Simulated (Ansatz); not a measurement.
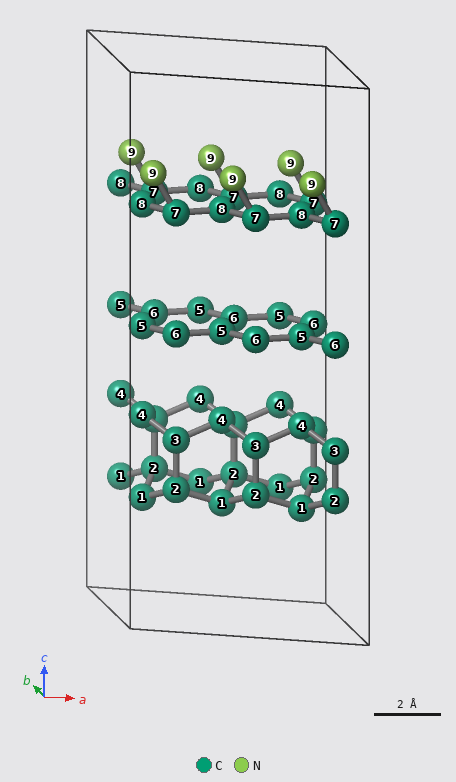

Fig. 1: The input geometry (ball-and-stick view of the 3 × 2 repeat of the cell, with the vacuum cut short, seen slightly off an axis; atoms are numbered from 1 in the order of the input). An atom can appear more than once, as a periodic image. Near neighbours in the periodic cell (some may lie outside the picture): C has 3 C at 1.44 to 1.53 Å; C has 4 C at 1.53 to 1.56 Å; C has 3 C at 1.44 Å and 1 N at 1.49 Å; N has 1 C at 1.49 Å.

## Run report: C$_{8}$N, geometry relaxation (part 1 of 4)

System: C$_{8}$N (slab, 9 atoms in the cell).
Method: DFT PBEsol, scalar-relativistic, plane waves, PAW, spin-polarised (Ansatz 0.2.0).

The structure derives from an entry of the Crystallography Open Database. The input holds or restrains some coordinates. Forces given for the steps count only the free coordinates. It belongs to a series of runs on one base structure; here: N over the place (0/4, 2/4) of the surface cell, its height relaxed. Figures and captions count atoms from 1; the log counts them from 0 in places.

### The input
```yaml
crystal:
  lattice:
    - [2.4988149563, 0.0, 0.0]
    - [-1.2494074781, 2.1640372315, 0.0]
    - [0.0, 0.0, 25.763868273]
  atoms:
    - { symbol: C, position: [0.3333333333, 0.6666666667, 0.3299194015] }
    - { symbol: C, position: [0.6666666667, 0.3333333333, 0.3502041956] }
    - { symbol: C, position: [0.6666666667, 0.3333333333, 0.4106688376] }
    - { symbol: C, position: [0.3333333333, 0.6666666667, 0.4309536318] }
    - { symbol: C, position: [0.3333333333, 0.6666666667, 0.5397810204] }
    - { symbol: C, position: [0.6666666667, 0.3333333333, 0.5403661502] }
    - { symbol: C, position: [0.6666666667, 0.3333333333, 0.6885463836] }
    - { symbol: C, position: [0.3333333333, 0.6666666667, 0.6885498352] }
    - { symbol: "N", position: [0.3333333333, 1.1666666667, 0.7390080966], spin: 3.0 }
basis:
  ecutwfc: 420
kpoints:
  mp_grid: { grid: [12, 12, 1] }
hamiltonian:
  xc: pbesol
scf:
  occupations: { method: gaussian, width: 0.05 }
output:
  forces: true
  eigenvalues: true
  populations: true
  write_density: true
  write_potential: true
  elf: true
  volumetric_format: npy
magnetization:
  spin_polarized: true
relax:
  adjacent_minimum: "off"
  f_tol: 0.02
  max_steps: 25
  constraints: [{ sites: [0, 1, 2, 3, 4, 5, 6, 7] }, { site: 8, fix: xy }]
efield:
  axis: 3
  dipole_correction: true
  ramp_width: 0.04
```

Machine: 2 threads of AMD EPYC (Zen 5), 32 GiB of memory available, shared host.

Run as:
```bash
ansatz run input.yaml --threads 2 --pin off --max-ram 5120MiB --backend cpu --events-out ev --progress --plain --runs-dir out
```

### Log
```
Engine: ansatz 0.2.0, x86_64-unknown-linux-gnu
Pseudopotentials: kind: paw
Pseudopotential: C, paw, valence charge 4, recommended cutoff 420 eV (normal), C.paw.azcp
Pseudopotential: N, paw, valence charge 5, recommended cutoff 420 eV (normal), N.paw.azcp
Functional definition: PBEsol
  exchange = pbesol_x
  correlation = pbesol_c
Crystal: 9 atoms, lattice volume = 139.319 Å³
Basis set: ecut = 420 eV, 2697 PW (Γ), exchange–correlation on 36×36×360 points (8 copies of the dense FFT grid, shifted against one another)
Bands: 29, of which v1, the nominal top of the filled ones, is band 19 counted from 1 (18 counted from 0)
Symmetry: 2 space group operations
k-points: 43 of 144 (time reversal used)
Non-local potential: C, projectors of the file, l = 0: 2, l = 1: 2, l = 2: 1
Non-local potential: N, projectors of the file, l = 0: 2, l = 1: 2, l = 2: 1
PAW form: soft (Blöchl's): semilocal exchange-correlation on the pseudo side does not see the compensation charge
PAW frozen core: C, regenerated for the run's functional, and the local potential with it (the file was generated under x = pbe(κ = 0.804, μ = 0.2195149727645171), c = pbe(β = 0.06672455060314922))
PAW frozen core: N, regenerated for the run's functional, and the local potential with it (the file was generated under x = pbe(κ = 0.804, μ = 0.2195149727645171), c = pbe(β = 0.06672455060314922))
PAW one-centre angular grid: C, 110 points (default); XC on 64 Gauss nodes
PAW one-centre angular grid: N, 110 points (default); XC on 64 Gauss nodes
Starting moments: Σ|m| = 3 μB on 1 of 9 sites
Initial wavefunctions: pseudopotential atomic-orbital guess
Functional: x = pbesol(κ = 0.804, μ = 0.12345679012345678), c = pbesol(β = 0.046)
```
